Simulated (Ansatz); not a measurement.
# Electron scattering at the Σ5 (310) boundary in bcc Nb, starting shift (0.5, 0), part 2 of 3

Wanted: what the Σ5 (310) boundary in bcc Nb, starting shift (0.5, 0) costs an interconnect.

Ansatz 0.2.0; Ansatz plane-wave DFT, PBE, PAW files; relaxation of a bicrystal slab with its lowest layers held; PAW set soft_1 (the session's first sound run).

So far. Step 2 (Relaxing the bicrystal): The largest force component on a free atom ends at 0.029 eV/Å, under the tolerance of 0.03, after 11 steps.

## 3. Transmission across the boundary

This step: Ansatz plane-wave DFT, PBE, PAW files; ballistic transport by layer matching (Landauer), zero bias; boundary relaxed in a short slab, bulk layers laid on; PAW set soft_1 (Ansatz 0.2.0).

System of this step: Σ5 (310) boundary in bcc Nb, starting shift (0.5, 0). The cell holds 41 atoms: 41 Nb. Cell: a = 5.483 Å, b = 3.306 Å, c = 50.064 Å, α = 90.0°, β = 90.0°, γ = 72.5°. It derives from Nb. Regions: lower grain, 17 atoms (17 Nb); boundary, 11 atoms (11 Nb); upper grain, 13 atoms (13 Nb). Vacuum lies along c.

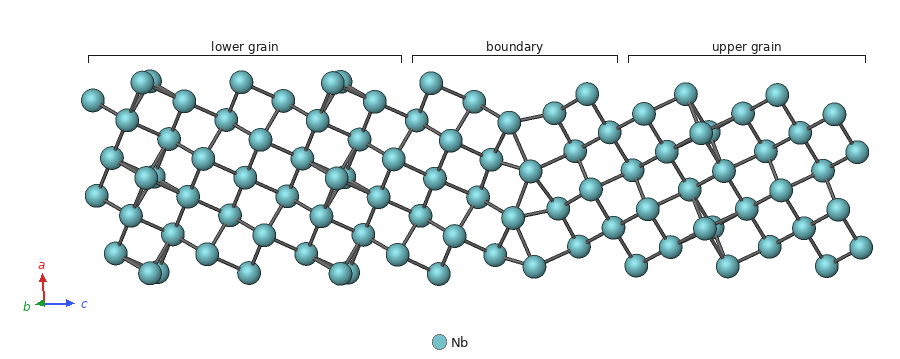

The cell of this step (niobium teal). 2×1×1 cells are drawn. Some periodic images of atoms are drawn too.

File input.yaml:

```yaml
crystal:
  lattice:
    - [5.4828782722, 0.0, 0.0]
    - [0.9968869586, 3.1524333588, 0.0]
    - [0.0, 0.0, 50.0640749277]
  atoms:
    - { symbol: Nb, position: [-9.1999999998, -6.8999999997, 0.0798976113] }
    - { symbol: Nb, position: [-8.7999999998, -6.5999999997, 0.1007817256] }
    - { symbol: Nb, position: [-8.3999999998, -6.2999999997, 0.1216658399] }
    - { symbol: Nb, position: [-7.9999999998, -5.9999999997, 0.1425499542] }
    - { symbol: Nb, position: [-7.5999999998, -5.6999999997, 0.1634340685] }
    - { symbol: Nb, position: [-7.1999999998, -5.3999999997, 0.1843181828] }
    - { symbol: Nb, position: [-6.7999999998, -5.0999999998, 0.2052022971] }
    - { symbol: Nb, position: [-6.3999999998, -4.7999999998, 0.2260864114] }
    - { symbol: Nb, position: [-5.9999999998, -4.4999999998, 0.2469705257] }
    - { symbol: Nb, position: [-5.5999999998, -4.1999999998, 0.26785464] }
    - { symbol: Nb, position: [-5.1999999998, -3.8999999998, 0.2887387543] }
    - { symbol: Nb, position: [-4.7999999998, -3.5999999998, 0.3096228686] }
    - { symbol: Nb, position: [-4.3999999999, -3.2999999998, 0.3305069829] }
    - { symbol: Nb, position: [-3.9999999999, -2.9999999998, 0.3513910971] }
    - { symbol: Nb, position: [-3.5999999999, -2.6999999999, 0.3722752114] }
    - { symbol: Nb, position: [-3.1999999999, -2.3999999999, 0.3931593257] }
    - { symbol: Nb, position: [-2.7999999999, -2.0999999999, 0.41404344] }
    - { symbol: Nb, position: [0.6000000001, 0.2000000001, 0.4349275543] }
    - { symbol: Nb, position: [-0.0055896161, 0.5016271498, 0.4549764435] }
    - { symbol: Nb, position: [0.396300854, 0.8062087201, 0.4765331153] }
    - { symbol: Nb, position: [0.79595573, 0.0991884678, 0.4980486282] }
    - { symbol: Nb, position: [0.1929619443, 0.3938129535, 0.5167873438] }
    - { symbol: Nb, position: [0.5868131266, 0.7755097222, 0.5412271927] }
    - { symbol: Nb, position: [0.075903145, -0.2020005196, 0.5626665657] }
    - { symbol: Nb, position: [0.6820984038, 0.4000335758, 0.5879655953] }
    - { symbol: Nb, position: [0.2806110666, 0.1125930267, 0.6065826656] }
    - { symbol: Nb, position: [0.8887528077, 0.809672693, 0.6281570951] }
    - { symbol: Nb, position: [0.4838108948, 0.5049689267, 0.6486089029] }
    - { symbol: Nb, position: [-1.9161891051, -1.7950310732, 0.6694930171] }
    - { symbol: Nb, position: [-2.3161891051, -2.0950310732, 0.6903771314] }
    - { symbol: Nb, position: [-2.7161891051, -2.3950310732, 0.7112612457] }
    - { symbol: Nb, position: [-3.1161891051, -2.6950310732, 0.73214536] }
    - { symbol: Nb, position: [-3.5161891051, -2.9950310732, 0.7530294743] }
    - { symbol: Nb, position: [-3.9161891051, -3.2950310732, 0.7739135886] }
    - { symbol: Nb, position: [-4.3161891051, -3.5950310732, 0.7947977029] }
    - { symbol: Nb, position: [-4.7161891051, -3.8950310732, 0.8156818172] }
    - { symbol: Nb, position: [-5.1161891051, -4.1950310731, 0.8365659315] }
    - { symbol: Nb, position: [-5.5161891051, -4.4950310731, 0.8574500458] }
    - { symbol: Nb, position: [-5.9161891051, -4.7950310731, 0.8783341601] }
    - { symbol: Nb, position: [-6.316189105, -5.0950310731, 0.8992182744] }
    - { symbol: Nb, position: [-6.716189105, -5.3950310731, 0.9201023887] }
kpoints:
  mp_grid: { grid: [8, 8, 1] }
hamiltonian:
  xc: pbe
  pseudopotentials: { kind: paw, azcp: { folder: soft_1 } }
scf:
  occupations: { method: fermi_dirac, width: 0.1 }
output:
  transmission:
    leads: [[9, 10], [33, 34]]
    kmesh: [20, 20]
    e_range: [-0.1, 0.1]
    de: 0.05
  write_potential: true
  write_density: true
  volumetric_format: npy
  elf: true
```

Started as:

```bash
$ ansatz run input.yaml --threads 4 --pin off --max-ram 15360MiB --backend cpu --events-out ev --progress --plain --runs-dir out
```

Numbers of over 12 decimals in the logs are rounded to 6 here.

Output:

```text
[...]
Crystal: 41 atoms, lattice volume = 865.328 Å³
Basis set: ecut = 420 eV, 16983 PW (Γ)
Bands: 320, of which v1, the nominal top of the filled ones, is band 267 counted from 1 (266 counted from 0)
Symmetry: 1 space group operations
[...]
k-points: 34 of 64 (time reversal used)
[...]
SCF iter   1: F=—  HF=-186667.631089 eV  |F-HF|=—  |Δ(HF+E_count)|=         —  Δρ=8.00e-2  dr2=1.18e3  ethr=3.10e-3  ⟨swp⟩=7.9  Hψ=45844  notcnv=0  defer=26
[...]
SCF iter  12: F=-186639.199270 eV  HF=-186639.199270 eV  |F-HF|=7.36e-9  |Δ(HF+E_count)|=   1.76e-8  Δρ=8.55e-7  dr2=1.67e-8  ethr=1.88e-11  ⟨swp⟩=1.4  Hψ=24592  notcnv=0
SCF 1 converged in 12 iterations: F = -186639.199270 eV  dr2 = 1.67e-8
[...]
transmission: 1254 of 12524 steps passed
transmission: 2506 of 12524 steps passed
[...]
transmission: 12524 of 12524 steps passed
WARN: The output density's exchange-correlation potential varies sharply where the density is thin. Do not read a vacuum level from v_tot or v_xc, or from such a field of the output density. On a cell that repeats whose density bears no net charge and no dipole along the vacuum's axis use v_es (v_loc + v_h of the components); under efield.dipole_correction with no amplitude use v_es + v_field, which holds any externa [...]
SCF converged after 12 iterations
Free energy (F): -186639.199270 eV
[...]
Internal energy: -186637.331239 eV  (E = F + TS)
E sigma→0 (E₀):  -186638.265255 eV
Entropy (-TS):   -1.868031 eV (-45.562 meV/atom)
Fermi energy:    14.770399 eV
[...]
--- Band table (eV; the first three rows and the last of 34) ---
  k-point 0: bands = [... 263 lower, 15.0556, 15.0616, 15.0691, 15.0855, 15.0949, 15.1077, 15.1271, 15.1370, ... 49 higher]
  k-point 1: bands = [... 263 lower, 14.7938, 14.8224, 14.8366, 14.8621, 14.9065, 14.9248, 14.9528, 14.9655, ... 49 higher]
  k-point 2: bands = [... 263 lower, 14.4683, 14.4928, 14.5095, 14.5147, 14.5272, 14.5793, 14.6252, 14.6436, ... 49 higher]
  k-point 33: bands = [... 263 lower, 14.6259, 14.6503, 14.6744, 14.7144, 14.7467, 14.7514, 14.7928, 14.8145, ... 49 higher]
--- Transmission ---
  basis      : 157 plane waves across, 62 finite elements along
  points     : 202, standing for a mesh of 20 x 20
  energies   : 5 from -0.100000 to 0.100000 eV about the Fermi level, 0.050000 eV apart; the leads are filled to 0.000000 eV, and channels, transmission and decay are at 0.000000 eV
  crystal 0  : Nb2, at the sites [9, 10], period 2.0911 Å, over 18.82 Å; its Hamiltonian steps by up to 11.2 meV
    offset         : up to 0.0000 Å between an atom of the period and one for which it stands
    channels       : 4.187500e0 a spin
    conductance    : none, the energies end too early or step too widely for 300 K: set another output.transmission.e_range or a lower de, or, where they end at an eighth of basis.ecutwfc, a higher one
[...]
channels       : 4.187500e0 a spin
[...]
junction   : crystal 0 to crystal 1, 12.89 to 38.22 Å
    transmission   : 2.113722e0 a spin
[...]
```

The job ended after 30 min (4 threads of Arm Neoverse V1, shared host; peak memory 11 GiB; 1.9 h of CPU time).

This step gave:

```yaml
free_energy: -186639.1993 eV
energy_at_zero_smearing: -186638.2653 eV
fermi_energy: 14.77 eV
cell_area: 17.28 Å²
transmission_per_spin_nearest_the_fermi_level: 2.114
open_channels_per_spin_nearest_the_fermi_level: 4.188
open_channels_per_spin_upper_lead: 4.188
step_of_the_lead_s_potential: 11.2 meV
step_of_the_upper_lead_s_potential: 35.2 meV
```

Per spin. The transmission, zone mean by energy, zero at the Fermi level:

```csv
energy (eV),"transmission, zone mean"
-0.1000,2.32
-0.0500,2.23
0.0000,2.11
0.0500,2.02
0.1000,1.93
```

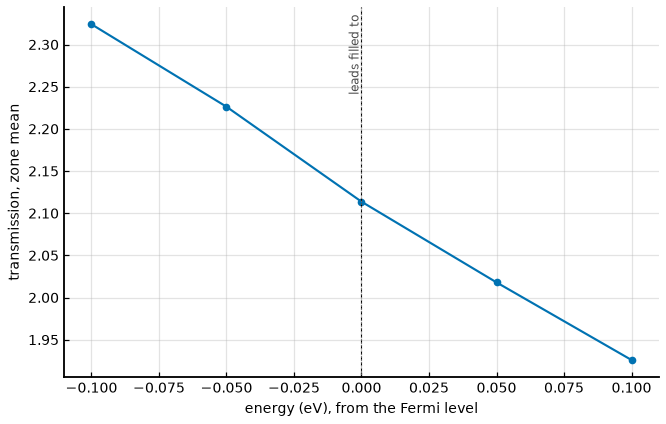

Transmission, zone mean against energy.

Per spin. Open channels, zone mean against energy, zero at the Fermi level:

```csv
energy (eV),lead,upper lead
-0.1000,4.71,4.70
-0.0500,4.48,4.47
0.0000,4.19,4.19
0.0500,4.00,4.00
0.1000,3.92,3.91
```

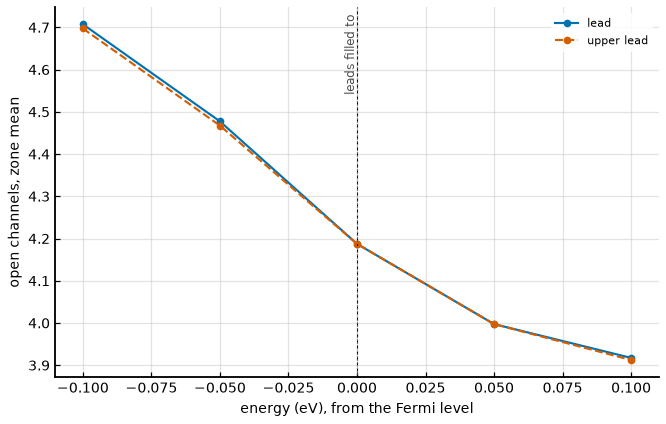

Open channels, zone mean against energy.

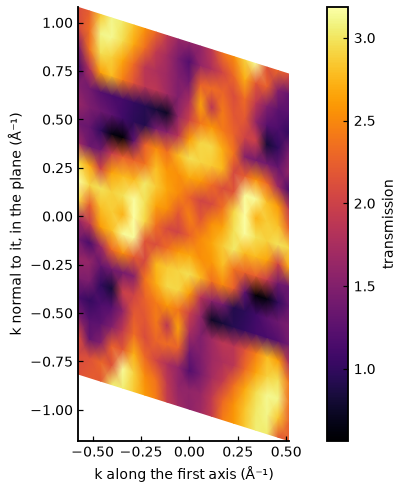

Transmission over k1 and k2. At 0.0000 eV from the Fermi level.

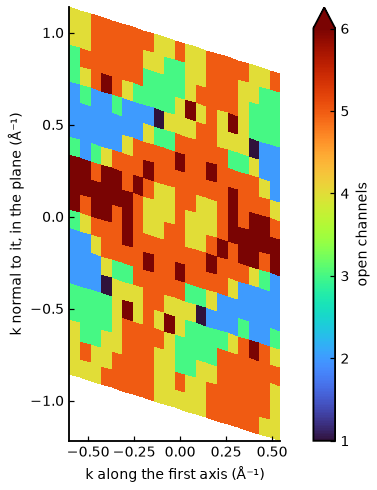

Open channels over k1 and k2. At 0.0000 eV from the Fermi level.

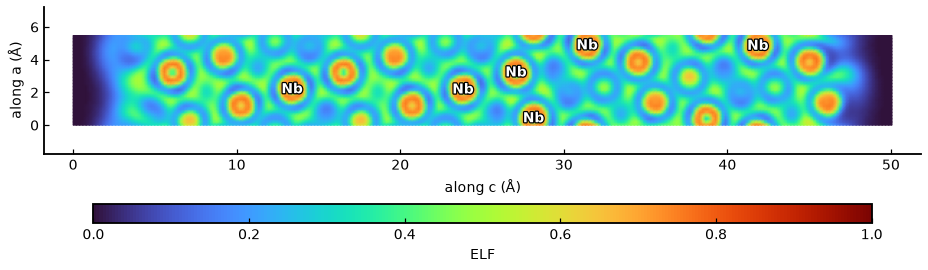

ELF in the ca plane at fractional y = 0.776, with atoms of Nb within 0.2 Å of it. It is the smooth field of the valence electrons, not physical close to the nuclei.

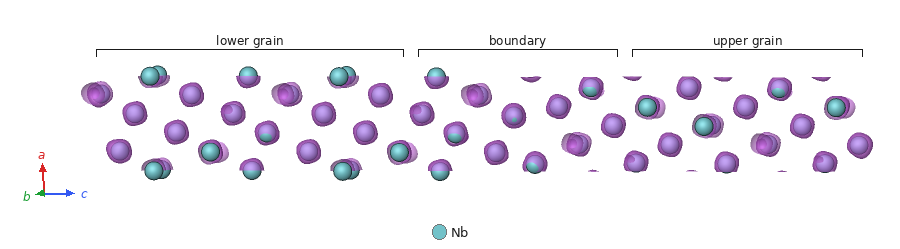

Surface of ELF = 0.7.

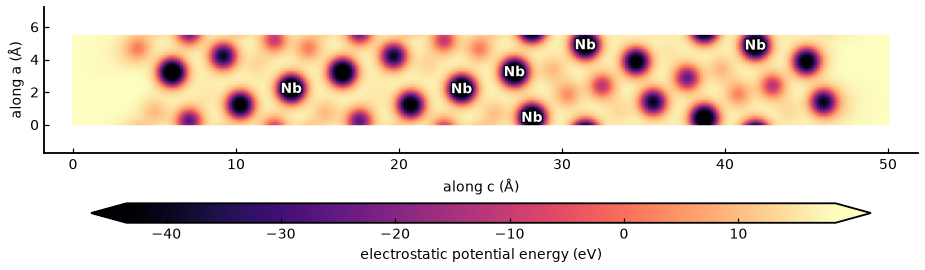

Electrostatic potential energy in the ca plane at fractional y = 0.776, with atoms of Nb within 0.2 Å of it. With pseudopotentials it is smooth inside the atoms' cores, unlike the true potential.

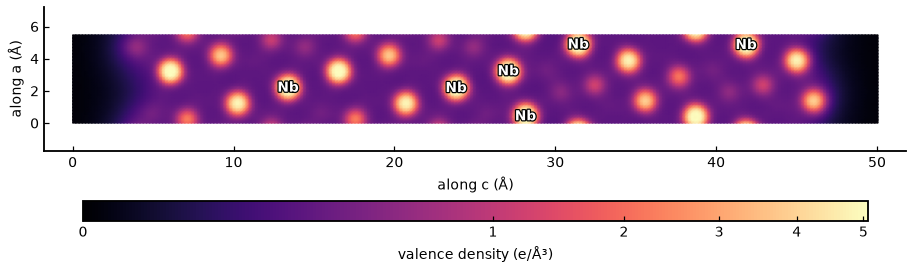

Valence density in the ca plane at fractional y = 0.776, with atoms of Nb within 0.2 Å of it. It is the smooth field of the valence electrons, not physical close to the nuclei. The colour scale is stretched toward low values.

Over the solved energies the transmission per spin lies between 1.93 and 2.32, out of 4.26 channels of the lead on average (up to 4.71). The log calls the step of a lead's potential too much.

## 4. Specific resistance

This step: Ansatz plane-wave DFT, PBE, PAW files; ballistic transport by layer matching (Landauer), zero bias; specific resistance of the boundary; PAW set soft_1 (Ansatz 0.2.0).

Numbers from this step:

```yaml
area_resistance: 0.5272 fΩ m²
t_over_the_leads_mean_channel_count: 0.4986
```

Averaged over the energies near the Fermi level, 49.9 % of the channels pass, which makes 0.527 fΩ m².

By hand, with T and the leads' channels N averaged over the energies near the Fermi level: RA = A (h/2e²)(1/T − ½[1/N₁ + 1/N₂]) = 17.28×10⁻²⁰ m² × 12 906 Ω × (1/2.122 − ½[1/4.257 + 1/4.252]) = 0.527 fΩ m².

[end of part 2 of 3]

[Logs are printed without paths, hosts, clocks, repeated set-up lines and the standing remarks that a program may print on its own settings, such as how far it seeks lower states.]

[Hosts, paths, dates, database ids (printed as entryN), source tags and the programs' standing remarks are cut or masked in the printed files.]
